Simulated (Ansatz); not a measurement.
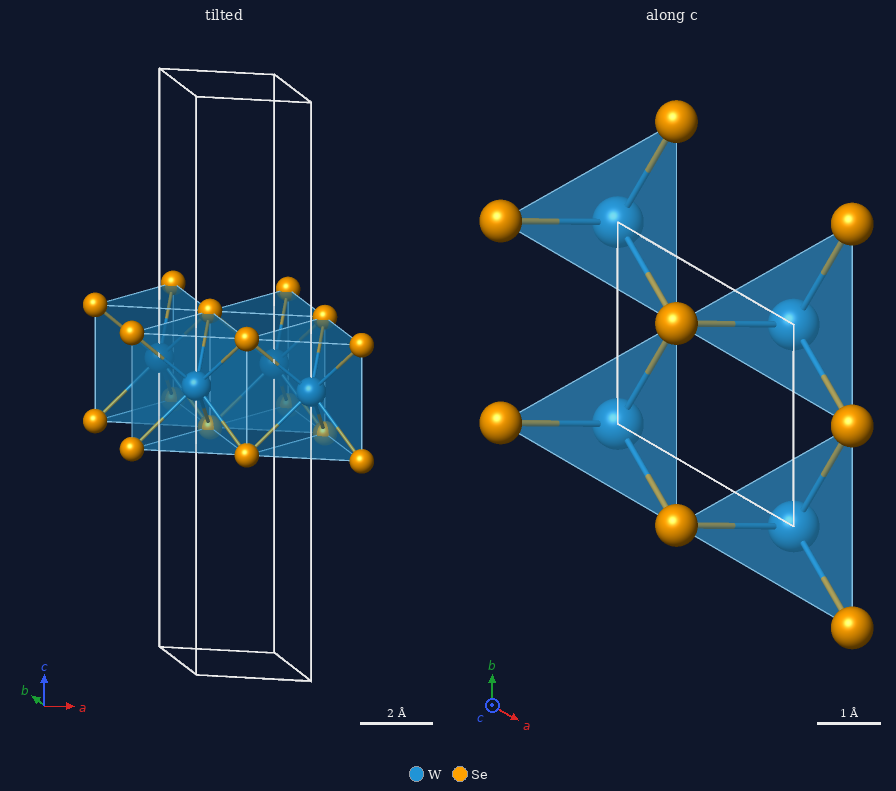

Crystal structure, polyhedral style, seen slightly off an axis and along the c axis. Atoms at the boundary of the simulation cell (the box) are drawn once for each face, edge or corner they touch. Some atoms of the next cells are drawn as well.

In words:

- The structure is one of WSe₂.
- Cell content: 1 W, 2 Se, that is 1 formula unit.
- The polyhedra are WSe6 trigonal prisms; they share edges.
- W bonds to six Se in a trigonal prismatic arrangement at about 2.5 Å. Se is linked to three W in a trigonal pyramidal arrangement at about 2.5 Å. Not all metal-metal contacts are counted.
- The bonds build WSe2 layers parallel to (001).

It derives from a structure listed in the Materials Project. The cell was then strained or its atoms displaced on purpose. It was the input of a calculation with Ansatz.
